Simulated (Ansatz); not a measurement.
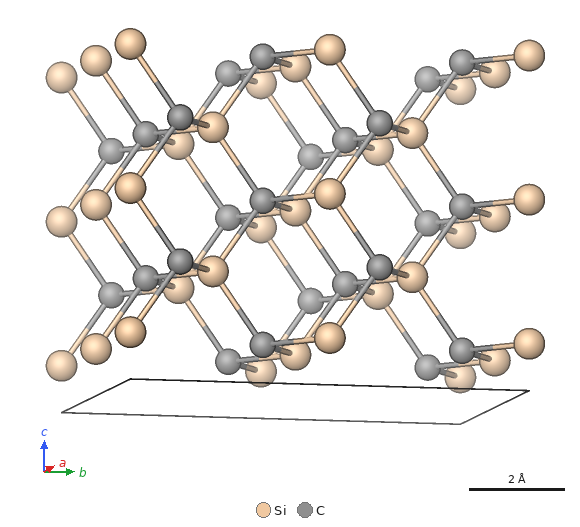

Starting structure of a slab of composition SiC (cut from the F-43m phase). A ball-and-stick model of the cell of the calculation, outlined in the plane, without the vacuum (origin shifted), seen from a free direction.

Case: clean slab, lower planes held. The slab is the (1 1 0) face of SiC. 16 atoms are held fixed.

Method: Ansatz 0.2.0, DFT PBE+D3(BJ), scalar-relativistic, plane waves, PAW.

Input
```yaml
crystal:
  lattice:
    - [6.1499993395, 0.0, 0.0]
    - [0.0, 8.6974124746, 0.0]
    - [0.0, 0.0, 22.1499993395]
  atoms:
    - { symbol: Si, position: [0.25, 0.75, 0.3611738257] }
    - { symbol: Si, position: [0.25, 0.25, 0.3611738257] }
    - { symbol: Si, position: [0.75, 0.75, 0.3611738257] }
    - { symbol: Si, position: [0.75, 0.25, 0.3611738257] }
    - { symbol: C, position: [0.5, 0.125, 0.3611738257] }
    - { symbol: C, position: [0.5, 0.625, 0.3611738257] }
    - { symbol: C, position: [0.0, 0.125, 0.3611738257] }
    - { symbol: C, position: [0.0, 0.625, 0.3611738257] }
    - { symbol: Si, position: [0.5, 0.5, 0.4305869128] }
    - { symbol: Si, position: [0.5, 0.0, 0.4305869128] }
    - { symbol: Si, position: [0.0, 0.5, 0.4305869128] }
    - { symbol: Si, position: [0.0, 0.0, 0.4305869128] }
    - { symbol: C, position: [0.75, 0.875, 0.4305869128] }
    - { symbol: C, position: [0.75, 0.375, 0.4305869128] }
    - { symbol: C, position: [0.25, 0.875, 0.4305869128] }
    - { symbol: C, position: [0.25, 0.375, 0.4305869128] }
    - { symbol: Si, position: [0.75, 0.25, 0.5] }
    - { symbol: Si, position: [0.75, 0.75, 0.5] }
    - { symbol: Si, position: [0.25, 0.25, 0.5] }
    - { symbol: Si, position: [0.25, 0.75, 0.5] }
    - { symbol: C, position: [0.0, 0.625, 0.5] }
    - { symbol: C, position: [0.0, 0.125, 0.5] }
    - { symbol: C, position: [0.5, 0.625, 0.5] }
    - { symbol: C, position: [0.5, 0.125, 0.5] }
    - { symbol: Si, position: [0.0, 0.0, 0.5694130872] }
    - { symbol: Si, position: [0.0, 0.5, 0.5694130872] }
    - { symbol: Si, position: [0.5, 0.0, 0.5694130872] }
    - { symbol: Si, position: [0.5, 0.5, 0.5694130872] }
    - { symbol: C, position: [0.25, 0.375, 0.5694130872] }
    - { symbol: C, position: [0.25, 0.875, 0.5694130872] }
    - { symbol: C, position: [0.75, 0.375, 0.5694130872] }
    - { symbol: C, position: [0.75, 0.875, 0.5694130872] }
    - { symbol: Si, position: [0.25, 0.75, 0.6388261743] }
    - { symbol: Si, position: [0.25, 0.25, 0.6388261743] }
    - { symbol: Si, position: [0.75, 0.75, 0.6388261743] }
    - { symbol: Si, position: [0.75, 0.25, 0.6388261743] }
    - { symbol: C, position: [0.5, 0.125, 0.6388261743] }
    - { symbol: C, position: [0.5, 0.625, 0.6388261743] }
    - { symbol: C, position: [0.0, 0.125, 0.6388261743] }
    - { symbol: C, position: [0.0, 0.625, 0.6388261743] }
basis:
  ecutwfc: 420
kpoints:
  mp_grid: { grid: [3, 2, 1] }
hamiltonian:
  xc: pbe
  dispersion: d3bj
scf:
  occupations: { method: gaussian, width: 0.05 }
output:
  forces: true
  eigenvalues: true
  write_density: true
  write_potential: true
  elf: true
  volumetric_format: npy
relax:
  adjacent_minimum: "off"
  f_tol: 0.03
  max_steps: 70
  constraints: [{ sites: [0, 1, 2, 3, 4, 5, 6, 7, 8, 9, 10, 11, 12, 13, 14, 15] }]
efield:
  axis: 3
  dipole_correction: true
  ramp_width: 0.04
```

Launched with:
```bash
ansatz run input.yaml --threads 4 --pin off --max-ram 10240MiB --backend cpu --events-out ev --progress --plain --runs-dir out
```

**What does the optimiser find from here?**

The largest moves, 0.33 Å, are those of Si33, Si34, Si35 and Si36. Si33 goes at 45° to the normal (−c side). By element the largest moves are Si 0.33 Å, C 0.03 Å. The cell doesn't change. Some distances before and after: Si33–C38 1.883 → 1.778 Å, Si17–C31 1.883 → 1.929 Å, C29–Si34 1.883 → 1.850 Å, C21–Si26 1.883 → 1.912 Å. Among the angles between lasting bonds that change: Si17–C31–Si36 109.5° → 98.4°, C37–Si34–C39 109.5° → 119.7°, Si34–C37–Si36 109.5° → 119.7°. The energy falls by 2.503 eV per cell of the calculation in 4 accepted moves (5 points after the start). Largest force component: 2.8 eV/Å at the start, 0.017 eV/Å at the end. 1 step only repeated the SCF at the same geometry.

Step by step:

```tsv
step	E − E(0), meV/atom	largest force component, eV/Å	note
0	0.00	2.8341	
1	-45.77	1.6282	
2	-59.83	0.4854	
3	-61.87	0.4294	
4	-62.57	0.0167	
5	-62.57	0.0168	same geometry, SCF repeated
```

The end point in the same view:

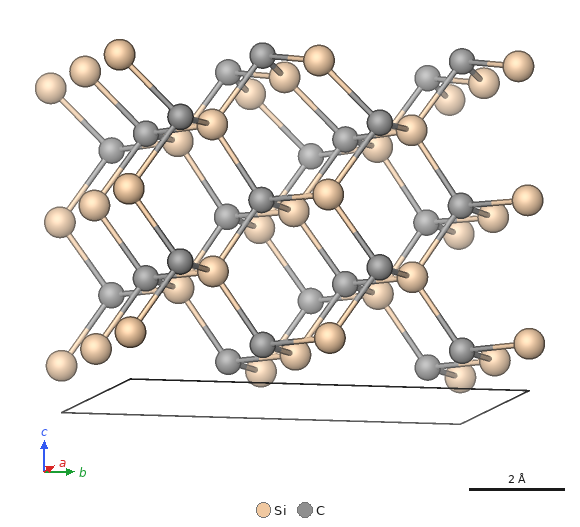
